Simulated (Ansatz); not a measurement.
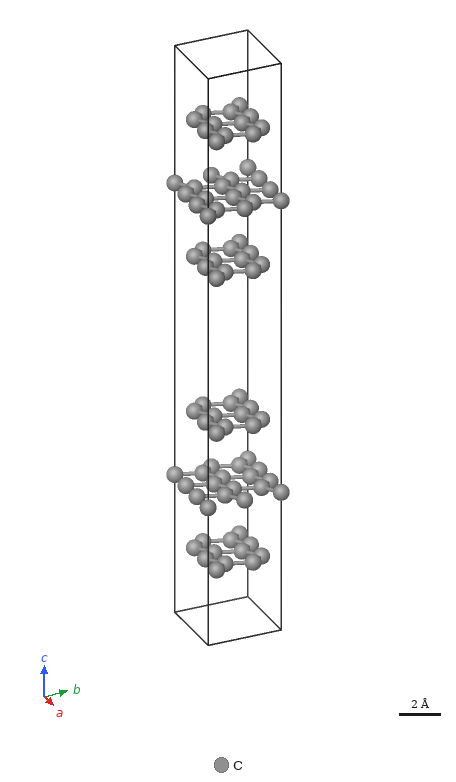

**Figure 1.** The starting structure (ball-and-stick view of the 3 × 2 repeat of the cell, with the vacuum cut short, seen slightly off an axis). An atom can appear more than once, as a periodic image. Near neighbours in the periodic cell (some may lie outside the picture): C has 3 C at 1.42 Å.

**Geometry relaxation of C (part 1 of 2)**

System: C (P6₃mc, 12 atoms in the cell).
Method: DFT r2SCAN, scalar-relativistic, plane waves, PAW, no spin polarisation (Ansatz 0.2.0).

The structure derives from a Materials Project entry.

**The program's output**
```
Engine: ansatz 0.2.0, x86_64-unknown-linux-gnu
Pseudopotentials: kind: paw
Pseudopotential: C, paw, valence charge 4, recommended cutoff 500 eV (meta_gga), C.paw.azcp
Functional definition: r2SCAN
  parameter k0 = 0.174
  parameter k1 = 0.065
  parameter a1 = 4.9479
  exchange = r2scan_x(k0 = k0, k1 = k1, a1 = a1)
  correlation = r2scan_c
Crystal: 12 atoms, lattice volume = 154.091 Å³
Basis set: ecut = 500 eV, 3989 PW (Γ), exchange–correlation on 72×72×864 points (64 copies of the dense FFT grid, shifted against one another)
Bands: 36, of which v1, the nominal top of the filled ones, is band 24 counted from 1 (23 counted from 0)
Symmetry: 12 space group operations
Space group: P63mc (ITA 186), of the structure as read, at distance tolerance 5.4e-5 Å
k-points: 74 of 648
Non-local potential: C, projectors of the file, l = 0: 2, l = 1: 2, l = 2: 1
PAW form: soft (Blöchl's): semilocal exchange-correlation on the pseudo side does not see the compensation charge
PAW frozen core: C, regenerated for the run's functional (the file was generated under x = pbe(κ = 0.804, μ = 0.2195149727645171), c = pbe(β = 0.06672455060314922))
PAW one-centre angular grid: C, 302 points (default); XC on 239 of its mesh's 2573 points in the sphere
Initial density: superposition of atomic densities (neutral atoms: chi_scale 0, normalization atom), corrected by the library's trained network
Initial wavefunctions: pseudopotential atomic-orbital guess
Functional: x = r2scan, c = r2scan; τ floored in thin density (d = 2e-4 eV/Å³)
SCF iter   1: F=—  HF=-3019.709701 eV  |F-HF|=—  |Δ(HF+E_count)|=         —  Δρ=6.45e-3  dr2=2.09e-2  dr2_τ=2.48e0  ethr=1.77e-3  ⟨swp⟩=12.9  Hψ=17915  notcnv=0  defer=54
preconditioner: auto → LDOS  [metal: Δε(μ)=0.032 eV  Ē_g=16.282 eV  σ=0.100 eV  W_gap=0.18  n_scr=20 (ndim 8)  ℏωp=20.7 eV  f_vac=0.310  D(μ)=0.54/eV (n_scr^D=6)  β→1.0]
SCF iter   2: F=—  HF=-3019.946247 eV  |F-HF|=—  |Δ(HF+E_count)|=   2.37e-1  Δρ=1.27e-3  dr2=4.09e-3  dr2_τ=1.03e-4  ethr=4.36e-5  ⟨swp⟩=2.5  Hψ=5655  notcnv=0  defer=438
SCF iter   3: F=—  HF=-3019.946391 eV  |F-HF|=—  |Δ(HF+E_count)|=   1.43e-4  Δρ=7.94e-4  dr2=3.39e-3  dr2_τ=7.05e-5  ethr=8.52e-6  ⟨swp⟩=3.0  Hψ=5130  notcnv=0  defer=438
SCF iter   4: F=—  HF=-3019.945531 eV  |F-HF|=—  |Δ(HF+E_count)|=   8.60e-4  Δρ=9.29e-5  dr2=6.14e-6  dr2_τ=5.45e-7  ethr=7.05e-6  ⟨swp⟩=2.0  Hψ=3384  notcnv=0  defer=438
SCF iter   5: F=—  HF=-3019.945652 eV  |F-HF|=—  |Δ(HF+E_count)|=   1.22e-4  Δρ=3.08e-5  dr2=9.06e-7  dr2_τ=1.10e-7  ethr=1.28e-8  ⟨swp⟩=2.4  Hψ=4688  notcnv=0  defer=438
SCF iter   6: F=—  HF=-3019.945653 eV  |F-HF|=—  |Δ(HF+E_count)|=   5.75e-8  Δρ=9.89e-6  dr2=1.22e-7  dr2_τ=2.20e-8  ethr=1.89e-9  ⟨swp⟩=2.0  Hψ=4006  notcnv=0  defer=438
SCF iter   7: F=-3019.945652 eV  HF=-3019.945652 eV  |F-HF|=1.23e-9  |Δ(HF+E_count)|=   2.05e-8  Δρ=3.37e-6  dr2=9.74e-9  dr2_τ=1.04e-9  ethr=2.08e-10  ⟨swp⟩=36.9  Hψ=27237  notcnv=0
the search or the solves at the SCF's close seem to have found levels that the self-consistency loop had missed (the run counts 2). By its estimate they hold under 1e-12 electrons; where the run keeps them, the occupations were computed again with them
SCF 1 converged in 7 iterations: F = -3019.945652 eV  dr2 = 9.74e-9
  greatest PAW one-centre occupation: 0.687 electrons in one spin orbital (limit 2), on the C atom at site 9 (counted from 0), in its partial waves of l = 0
relax step   1: F+E_penalty+E_count = -3019.94565248 eV  Δ(F+E_penalty+E_count) = +0.000e0 eV  max|allowed force component| = 1.023e-2 eV/Å  Δτ_max = 0.0000 Å  P = -0.032 GPa  Ω = 154.091 Å³  (7 SCF iters, dr2 threshold 1.00e-7 eV, accepted)
Crystal: 12 atoms, lattice volume = 155.276 Å³
Basis set: ecut = 500 eV, 4003 PW (Γ), exchange–correlation on 72×72×864 points (64 copies of the dense FFT grid, shifted against one another)
Initial density: handed on by an earlier stage of this run
Initial wavefunctions: those handed on with the density
iter 1 solved again at ethr=1.02e-3 eV; its pass at ethr=3.10e-3 eV (dr2=4.89e-1 eV) is discarded
SCF iter   1: F=—  HF=-3019.790984 eV  |F-HF|=—  |Δ(HF+E_count)|=         —  Δρ=1.93e-2  dr2=4.88e-1  dr2_τ=5.37e-1  ethr=1.02e-3  ⟨swp⟩=2.0  Hψ=14208  notcnv=0  defer=8
preconditioner: auto → LDOS  [metal: Δε(μ)=0.037 eV  Ē_g=16.345 eV  σ=0.100 eV  W_gap=0.20  n_scr=20 (ndim 8)  ℏωp=20.6 eV  f_vac=0.296  D(μ)=0.53/eV (n_scr^D=6)  β→1.0]
SCF iter   2: F=—  HF=-3020.101033 eV  |F-HF|=—  |Δ(HF+E_count)|=   3.10e-1  Δρ=9.74e-3  dr2=5.47e-1  dr2_τ=7.15e-3  ethr=1.02e-3  ⟨swp⟩=4.3  Hψ=7296  notcnv=0  defer=143
SCF iter   3: F=—  HF=-3019.948589 eV  |F-HF|=—  |Δ(HF+E_count)|=   1.52e-1  Δρ=2.00e-3  dr2=1.55e-2  dr2_τ=1.74e-4  ethr=1.02e-3  ⟨swp⟩=2.9  Hψ=4764  notcnv=0  defer=402
SCF iter   4: F=—  HF=-3019.946666 eV  |F-HF|=—  |Δ(HF+E_count)|=   1.92e-3  Δρ=7.00e-4  dr2=1.08e-3  dr2_τ=8.90e-5  ethr=3.22e-5  ⟨swp⟩=2.2  Hψ=3516  notcnv=0  defer=411
SCF iter   5: F=—  HF=-3019.946579 eV  |F-HF|=—  |Δ(HF+E_count)|=   8.62e-5  Δρ=2.02e-4  dr2=2.31e-5  dr2_τ=2.40e-6  ethr=2.24e-6  ⟨swp⟩=2.5  Hψ=3391  notcnv=0  defer=409
SCF iter   6: F=—  HF=-3019.946715 eV  |F-HF|=—  |Δ(HF+E_count)|=   1.35e-4  Δρ=5.75e-5  dr2=8.26e-6  dr2_τ=4.59e-7  ethr=4.80e-8  ⟨swp⟩=2.1  Hψ=4204  notcnv=0  defer=409
SCF iter   7: F=—  HF=-3019.946714 eV  |F-HF|=—  |Δ(HF+E_count)|=   7.97e-7  Δρ=1.43e-5  dr2=1.43e-7  dr2_τ=1.13e-8  ethr=2.94e-10  ⟨swp⟩=22.2  Hψ=26573  notcnv=0
SCF iter   8: F=-3019.946714 eV  HF=-3019.946714 eV  |F-HF|=8.89e-9  |Δ(HF+E_count)|=   4.09e-8  Δρ=2.73e-6  dr2=9.34e-9  dr2_τ=1.58e-9  ethr=2.94e-10  ⟨swp⟩=12.4  Hψ=18381  notcnv=0
SCF 2 converged in 8 iterations: F = -3019.946714 eV  dr2 = 9.34e-9
relax step   2: F+E_penalty+E_count = -3019.94671388 eV  Δ(F+E_penalty+E_count) = -1.061e-3 eV  max|allowed force component| = 6.999e-3 eV/Å  Δτ_max = 0.0875 Å  P = -0.038 GPa  Ω = 155.276 Å³  energy of the carried Pulay correction = -2.954e-4 eV  (8 SCF iters, dr2 threshold 1.41e-7 eV, accepted)
Crystal: 12 atoms, lattice volume = 154.996 Å³
iter 1 solved again at ethr=1.39e-4 eV; its pass at ethr=3.10e-3 eV (dr2=6.67e-2 eV) is discarded
SCF iter   1: F=—  HF=-3019.919377 eV  |F-HF|=—  |Δ(HF+E_count)|=         —  Δρ=7.27e-3  dr2=6.71e-2  dr2_τ=7.74e-2  ethr=1.39e-4  ⟨swp⟩=1.5  Hψ=12352  notcnv=0
preconditioner: auto → LDOS  [metal: Δε(μ)=0.008 eV  Ē_g=16.285 eV  σ=0.100 eV  W_gap=0.05  n_scr=20 (ndim 8)  ℏωp=20.7 eV  f_vac=0.300  D(μ)=0.56/eV (n_scr^D=6)  β→1.0]
SCF iter   2: F=—  HF=-3019.968868 eV  |F-HF|=—  |Δ(HF+E_count)|=   4.95e-2  Δρ=3.59e-3  dr2=7.96e-2  dr2_τ=9.80e-4  ethr=1.39e-4  ⟨swp⟩=3.2  Hψ=5938  notcnv=0  defer=11
SCF iter   3: F=—  HF=-3019.947210 eV  |F-HF|=—  |Δ(HF+E_count)|=   2.17e-2  Δρ=7.39e-4  dr2=6.63e-4  dr2_τ=2.14e-5  ethr=1.39e-4  ⟨swp⟩=2.1  Hψ=4459  notcnv=0  defer=75
SCF iter   4: F=—  HF=-3019.947285 eV  |F-HF|=—  |Δ(HF+E_count)|=   7.49e-5  Δρ=1.61e-4  dr2=3.58e-5  dr2_τ=3.00e-6  ethr=1.38e-6  ⟨swp⟩=2.3  Hψ=4234  notcnv=0  defer=75
SCF iter   5: F=—  HF=-3019.947287 eV  |F-HF|=—  |Δ(HF+E_count)|=   1.84e-6  Δρ=5.60e-5  dr2=3.14e-6  dr2_τ=4.73e-7  ethr=7.47e-8  ⟨swp⟩=2.0  Hψ=4184  notcnv=0  defer=75
SCF iter   6: F=—  HF=-3019.947399 eV  |F-HF|=—  |Δ(HF+E_count)|=   1.12e-4  Δρ=1.24e-5  dr2=1.78e-7  dr2_τ=2.74e-8  ethr=6.55e-9  ⟨swp⟩=2.0  Hψ=4226  notcnv=0  defer=88
SCF iter   7: F=-3019.947399 eV  HF=-3019.947399 eV  |F-HF|=1.27e-8  |Δ(HF+E_count)|=   8.15e-8  Δρ=3.52e-6  dr2=1.82e-8  dr2_τ=2.73e-9  ethr=4.24e-11  ⟨swp⟩=17.3  Hψ=21693  notcnv=0
SCF 3 converged in 7 iterations: F = -3019.947399 eV  dr2 = 1.82e-8
relax step   3: F+E_penalty+E_count = -3019.94739879 eV  Δ(F+E_penalty+E_count) = -6.849e-4 eV  max|allowed force component| = 3.256e-3 eV/Å  Δτ_max = 0.0338 Å  P = -0.013 GPa  Ω = 154.996 Å³  energy of the carried Pulay correction = -2.258e-4 eV  (7 SCF iters, dr2 threshold 2.04e-8 eV, accepted)
Crystal: 12 atoms, lattice volume = 154.805 Å³
iter 1 solved again at ethr=8.04e-5 eV; its pass at ethr=3.10e-3 eV (dr2=3.86e-2 eV) is discarded
SCF iter   1: F=—  HF=-3019.930352 eV  |F-HF|=—  |Δ(HF+E_count)|=         —  Δρ=5.48e-3  dr2=3.81e-2  dr2_τ=4.46e-2  ethr=8.04e-5  ⟨swp⟩=1.7  Hψ=10994  notcnv=0  defer=1
preconditioner: auto → LDOS  [metal: Δε(μ)=0.008 eV  Ē_g=16.288 eV  σ=0.100 eV  W_gap=0.05  n_scr=20 (ndim 8)  ℏωp=20.7 eV  f_vac=0.302  D(μ)=0.55/eV (n_scr^D=6)  β→1.0]
SCF iter   2: F=—  HF=-3019.959669 eV  |F-HF|=—  |Δ(HF+E_count)|=   2.93e-2  Δρ=2.68e-3  dr2=4.59e-2  dr2_τ=5.43e-4  ethr=7.94e-5  ⟨swp⟩=2.8  Hψ=5518  notcnv=0  defer=9
SCF iter   3: F=—  HF=-3019.947302 eV  |F-HF|=—  |Δ(HF+E_count)|=   1.24e-2  Δρ=5.86e-4  dr2=4.19e-4  dr2_τ=1.35e-5  ethr=7.94e-5  ⟨swp⟩=2.1  Hψ=4219  notcnv=0  defer=14
SCF iter   4: F=—  HF=-3019.947333 eV  |F-HF|=—  |Δ(HF+E_count)|=   3.08e-5  Δρ=1.28e-4  dr2=2.40e-5  dr2_τ=2.19e-6  ethr=8.72e-7  ⟨swp⟩=2.3  Hψ=4247  notcnv=0  defer=14
SCF iter   5: F=—  HF=-3019.947332 eV  |F-HF|=—  |Δ(HF+E_count)|=   9.81e-7  Δρ=4.24e-5  dr2=1.48e-6  dr2_τ=2.52e-7  ethr=4.99e-8  ⟨swp⟩=2.0  Hψ=4333  notcnv=0  defer=14
SCF iter   6: F=—  HF=-3019.947444 eV  |F-HF|=—  |Δ(HF+E_count)|=   1.12e-4  Δρ=9.53e-6  dr2=9.56e-8  dr2_τ=1.53e-8  ethr=3.08e-9  ⟨swp⟩=2.0  Hψ=4299  notcnv=0  defer=18
SCF iter   7: F=—  HF=-3019.947444 eV  |F-HF|=—  |Δ(HF+E_count)|=   6.98e-8  Δρ=2.46e-6  dr2=1.01e-8  dr2_τ=1.50e-9  ethr=1.99e-10  ⟨swp⟩=2.0  Hψ=4273  notcnv=0  defer=18
SCF iter   8: F=—  HF=-3019.947444 eV  |F-HF|=—  |Δ(HF+E_count)|=   1.85e-9  Δρ=5.30e-7  dr2=2.72e-10  dr2_τ=2.45e-11  ethr=2.11e-11  ⟨swp⟩=2.1  Hψ=3812  notcnv=0  defer=18
SCF iter   9: F=-3019.947444 eV  HF=-3019.947444 eV  |F-HF|=2.73e-12  |Δ(HF+E_count)|=  2.23e-11  Δρ=1.15e-7  dr2=1.52e-11  dr2_τ=3.32e-12  ethr=1.00e-12  ⟨swp⟩=14.8  Hψ=16769  notcnv=0
SCF 4 converged in 9 iterations: F = -3019.947444 eV  dr2 = 1.52e-11
relax step   4: F+E_penalty+E_count = -3019.94744394 eV  Δ(F+E_penalty+E_count) = -4.516e-5 eV  max|allowed force component| = 3.206e-3 eV/Å  Δτ_max = 0.0261 Å  P = +0.007 GPa  Ω = 154.805 Å³  energy of the carried Pulay correction = -1.782e-4 eV  (9 SCF iters, accepted)
Crystal: 12 atoms, lattice volume = 154.975 Å³
iter 1 solved again at ethr=1.94e-5 eV; its pass at ethr=3.10e-3 eV (dr2=9.30e-3 eV) is discarded
SCF iter   1: F=—  HF=-3019.942786 eV  |F-HF|=—  |Δ(HF+E_count)|=         —  Δρ=2.68e-3  dr2=9.18e-3  dr2_τ=1.07e-2  ethr=1.94e-5  ⟨swp⟩=2.0  Hψ=10920  notcnv=0
preconditioner: auto → LDOS  [metal: Δε(μ)=0.008 eV  Ē_g=16.278 eV  σ=0.100 eV  W_gap=0.04  n_scr=20 (ndim 8)  ℏωp=20.7 eV  f_vac=0.299  D(μ)=0.56/eV (n_scr^D=6)  β→1.0]
SCF iter   2: F=—  HF=-3019.950224 eV  |F-HF|=—  |Δ(HF+E_count)|=   7.44e-3  Δρ=1.30e-3  dr2=1.07e-2  dr2_τ=1.29e-4  ethr=1.91e-5  ⟨swp⟩=2.3  Hψ=4935  notcnv=0
SCF iter   3: F=—  HF=-3019.947391 eV  |F-HF|=—  |Δ(HF+E_count)|=   2.83e-3  Δρ=2.80e-4  dr2=9.04e-5  dr2_τ=3.01e-6  ethr=1.91e-5  ⟨swp⟩=2.0  Hψ=3971  notcnv=0
SCF iter   4: F=—  HF=-3019.947401 eV  |F-HF|=—  |Δ(HF+E_count)|=   1.08e-5  Δρ=5.99e-5  dr2=4.87e-6  dr2_τ=4.57e-7  ethr=1.88e-7  ⟨swp⟩=2.2  Hψ=4189  notcnv=0
SCF iter   5: F=—  HF=-3019.947409 eV  |F-HF|=—  |Δ(HF+E_count)|=   7.70e-6  Δρ=2.03e-5  dr2=3.46e-7  dr2_τ=6.52e-8  ethr=1.01e-8  ⟨swp⟩=2.0  Hψ=4400  notcnv=0
SCF iter   6: F=—  HF=-3019.947518 eV  |F-HF|=—  |Δ(HF+E_count)|=   1.08e-4  Δρ=4.18e-6  dr2=2.82e-8  dr2_τ=2.48e-9  ethr=7.22e-10  ⟨swp⟩=2.0  Hψ=4368  notcnv=0
SCF iter   7: F=—  HF=-3019.947518 eV  |F-HF|=—  |Δ(HF+E_count)|=   4.20e-8  Δρ=8.83e-7  dr2=6.05e-10  dr2_τ=1.40e-10  ethr=5.87e-11  ⟨swp⟩=2.6  Hψ=4261  notcnv=0
SCF iter   8: F=-3019.947518 eV  HF=-3019.947518 eV  |F-HF|=5.46e-12  |Δ(HF+E_count)|=  2.63e-10  Δρ=2.03e-7  dr2=4.79e-11  dr2_τ=3.27e-12  ethr=1.00e-12  ⟨swp⟩=12.5  Hψ=16279  notcnv=0
SCF 5 converged in 8 iterations: F = -3019.947518 eV  dr2 = 4.79e-11
relax step   5: F+E_penalty+E_count = -3019.94751757 eV  Δ(F+E_penalty+E_count) = -7.362e-5 eV  max|allowed force component| = 2.554e-4 eV/Å  Δτ_max = 0.0128 Å  P = +0.001 GPa  Ω = 154.975 Å³  energy of the carried Pulay correction = -2.205e-4 eV  (8 SCF iters, accepted)
Basis set: ecut = 500 eV, 4003 PW (Γ), exchange–correlation on 72×72×900 points (64 copies of the dense FFT grid, shifted against one another)
Initial wavefunctions: pseudopotential atomic-orbital guess (no wavefunctions were taken with the density)
iter 1 solved again at ethr=2.59e-7 eV; its pass at ethr=3.10e-3 eV (dr2=1.25e-4 eV) is discarded
SCF iter   1: F=—  HF=-3019.947684 eV  |F-HF|=—  |Δ(HF+E_count)|=         —  Δρ=6.19e-6  dr2=5.05e-9  dr2_τ=1.06e-8  ethr=2.59e-7  ⟨swp⟩=4.6  Hψ=25557  notcnv=0  defer=8
eigensolver tolerance schedule: the retry pair's looser diagonalisation over-reported the residual by 24635.92 of it (diagonalisation noise at an unbounded share of the residual, at the tolerance the schedule requests for it); recorded, not acted on — ethr = c·dr2/N_el stays at c = 1.0e-1
preconditioner: auto → LDOS  [metal: Δε(μ)=0.008 eV  Ē_g=16.284 eV  σ=0.100 eV  W_gap=0.04  n_scr=20 (ndim 8)  ℏωp=20.7 eV  f_vac=0.302  D(μ)=0.56/eV (n_scr^D=6)  β→1.0]
SCF iter   2: F=—  HF=-3019.947640 eV  |F-HF|=—  |Δ(HF+E_count)|=   4.40e-5  Δρ=6.08e-7  dr2=5.56e-10  dr2_τ=5.60e-11  ethr=1.05e-11  ⟨swp⟩=3.8  Hψ=6637  notcnv=0  defer=4
SCF iter   3: F=-3019.947640 eV  HF=-3019.947640 eV  |F-HF|=1.10e-10  |Δ(HF+E_count)|=  1.36e-10  Δρ=2.70e-7  dr2=1.00e-10  dr2_τ=1.26e-11  ethr=1.00e-12  ⟨swp⟩=38.2  Hψ=24353  notcnv=0
the search or the solves at the SCF's close seem to have found levels that the self-consistency loop had missed (the run counts 4). By its estimate they hold under 1e-12 electrons; where the run keeps them, the occupations were computed again with them
SCF 6 converged in 3 iterations: F = -3019.947640 eV  dr2 = 1.00e-10
relax step   6: F+E_penalty+E_count = -3019.94764003 eV  Δ(F+E_penalty+E_count) = -1.225e-4 eV  max|allowed force component| = 2.565e-4 eV/Å  Δτ_max = 0.0000 Å  P = +0.001 GPa  Ω = 154.975 Å³  stress off target by 5.31e-3 GPa  SCF on the basis re-selected at this cell (its energy is not comparable with the rows above)  (3 SCF iters)
```

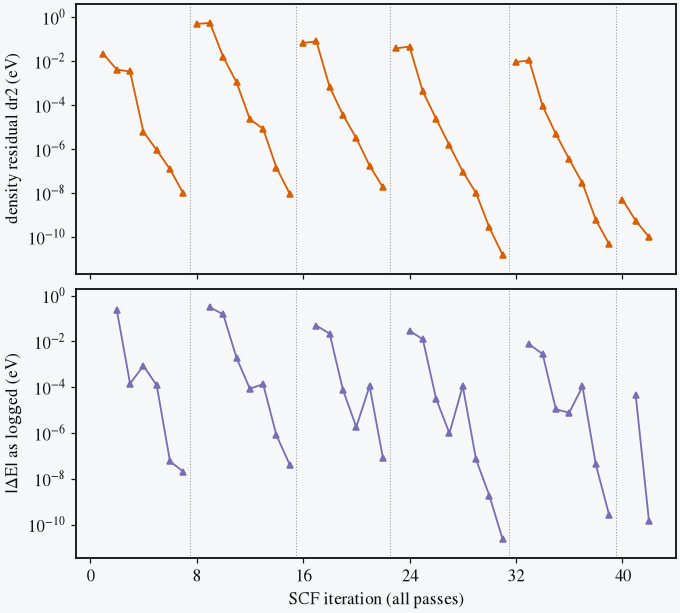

**Figure 2.** Convergence of the self-consistent field: density residual dr2 and size of the energy change against the SCF iteration. The dotted lines part the SCF passes of the relaxation: geometry steps, rejected trials and re-solves on a re-selected basis. The 6 passes take 3 to 9 iterations each, 42 in all.

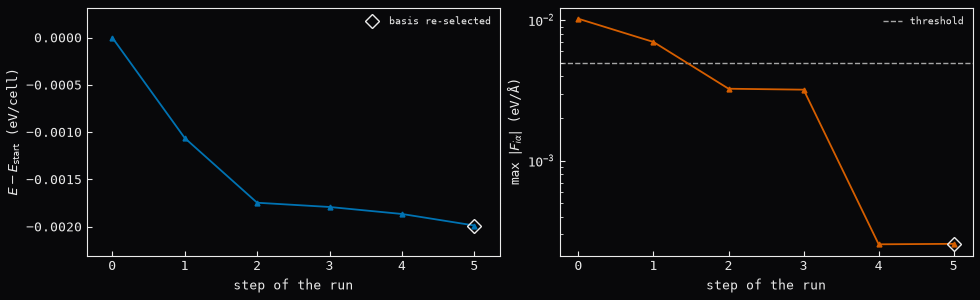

**Figure 3.** Progress of the relaxation, step by step (the first geometry is step 0 here and step 1 in the log).

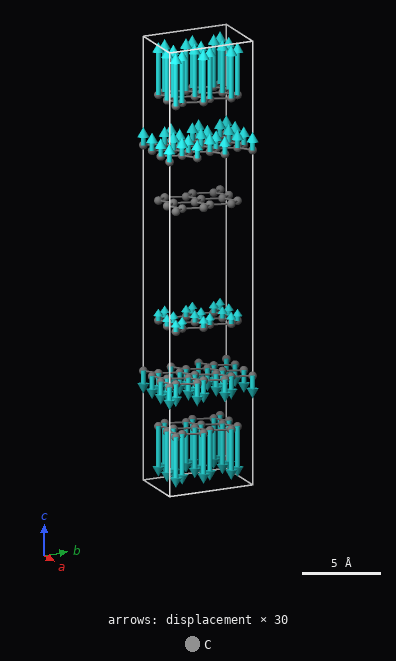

**Figure 4.** The starting structure with the displacements as teal arrows, magnified 30 times (ball-and-stick view of the 3 × 3 repeat of the cell, with the vacuum cut short, seen slightly off an axis). The largest moves, 0.11 Å, are those of C2, C4, C6 and C11. The cell doesn't change. The space group (tolerance 0.01 Å) goes from P3m1 (No. 156) to P-3m1 (No. 164). The energy falls by 1.9 meV per cell of the calculation in 4 geometry steps. Largest force component: 0.01 eV/Å at the start, 0.00026 eV/Å at the end. A last SCF at the same geometry on a re-selected plane-wave basis shifts the energy by −0.1 meV per cell of the calculation. (Atoms are counted from 1 in the order of the input.)
